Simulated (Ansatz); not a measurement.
SnO2

The calculation's input:

```
crystal:
  lattice:
    - [3.5494058091, -3.5494058091, 0.0]
    - [3.5494058091, 3.5494058091, 0.0]
    - [0.0, 0.0, 5.4266603692]
  atoms:
    - { symbol: Sn, position: [0.0, 0.5, 0.5] }
    - { symbol: Sn, position: [0.5, 0.0, 0.5] }
    - { symbol: Sn, position: [0.0, 0.0, 0.0] }
    - { symbol: Sn, position: [0.5, 0.5, 0.0] }
    - { symbol: O, position: [0.75, 0.25, 0.6772654597] }
    - { symbol: O, position: [0.25, 0.75, 0.6772654597] }
    - { symbol: O, position: [0.75, 0.75, 0.8227345403] }
    - { symbol: O, position: [0.25, 0.25, 0.8227345403] }
    - { symbol: O, position: [0.25, 0.25, 0.3227345403] }
    - { symbol: O, position: [0.75, 0.75, 0.3227345403] }
    - { symbol: O, position: [0.25, 0.75, 0.1772654597] }
    - { symbol: O, position: [0.75, 0.25, 0.1772654597] }
basis:
  ecutwfc: 500
kpoints:
  mp_grid: { grid: [6, 6, 6] }
hamiltonian:
  xc: r2scan
scf:
  occupations: { method: gaussian, width: 0.02 }
output:
  forces: true
  stress: true
  eigenvalues: true
  write_density: true
  write_potential: true
  elf: true
  volumetric_format: npy
relax:
  adjacent_minimum: "off"
  f_tol: 0.015
  max_steps: 60
  cell: { stress_tol: 0.15 }
```

Run with:

```sh
ansatz run input.yaml --threads 2 --pin off --max-ram 5120MiB --backend cpu --events-out ev --progress --plain --runs-dir out
```

Space group P4₂/nmc; a structure from a database of computed crystals, not necessarily the ambient phase.

Theory: Ansatz, DFT r2SCAN, scalar-relativistic, plane waves, PAW.

In a PAW calculation such maps are meaningful between the atoms, not at the nuclei.

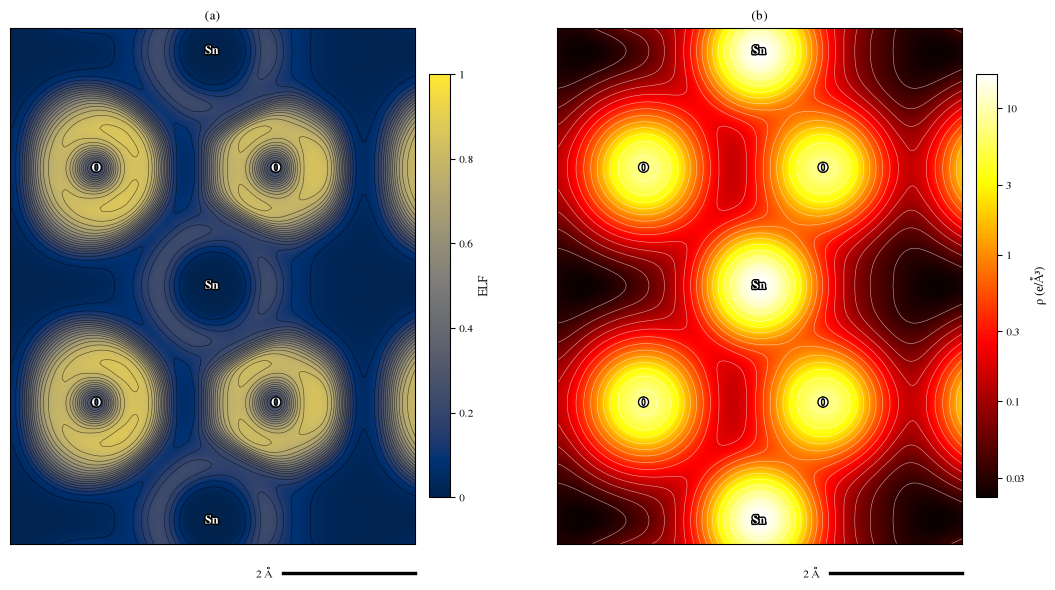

Figure 1. (a) electron localisation function; (b) valence pseudo-density on the (110) plane of the calculation cell.

Question: Interpret the plot.

Answer: Atoms in the plane: Sn and O. Sn–O (2.02 Å): ρ is about 0.73 e/Å³ halfway; the ELF peaks at about 0.80 in the valence shell of O, 0.6 Å from its nucleus, and is about 0.25 at the midpoint: no localised pair shows between them. Between the atoms the lowest density in this plane is 0.02 e/Å³.

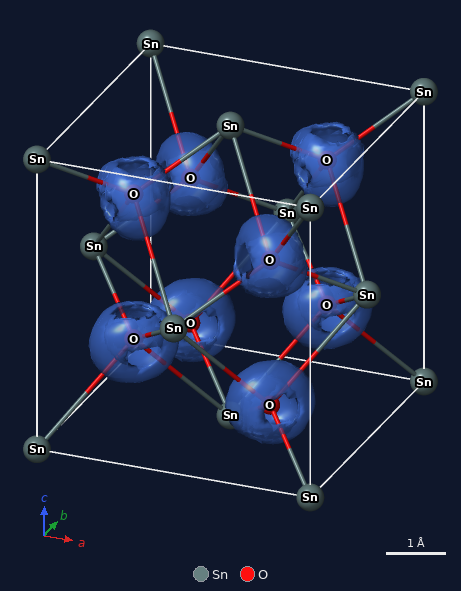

Figure 2. Isosurface of the electron localisation function at 0.8 (blue), seen at an oblique angle. Core shells and regions of very low density are left out. Sticks mark near contacts.

Question: Where are the electrons localised?

Answer: At this value the surface marks out eight regions wrapped around O (the valence shell of each), counted in one cell of 12 atoms. Regions shared between cells count once.

Question: Metal or insulator at this level of theory?

Answer: It is gapped, with a Kohn–Sham gap of 1.7 eV on the k-point mesh, an upper bound to the gap of this method.
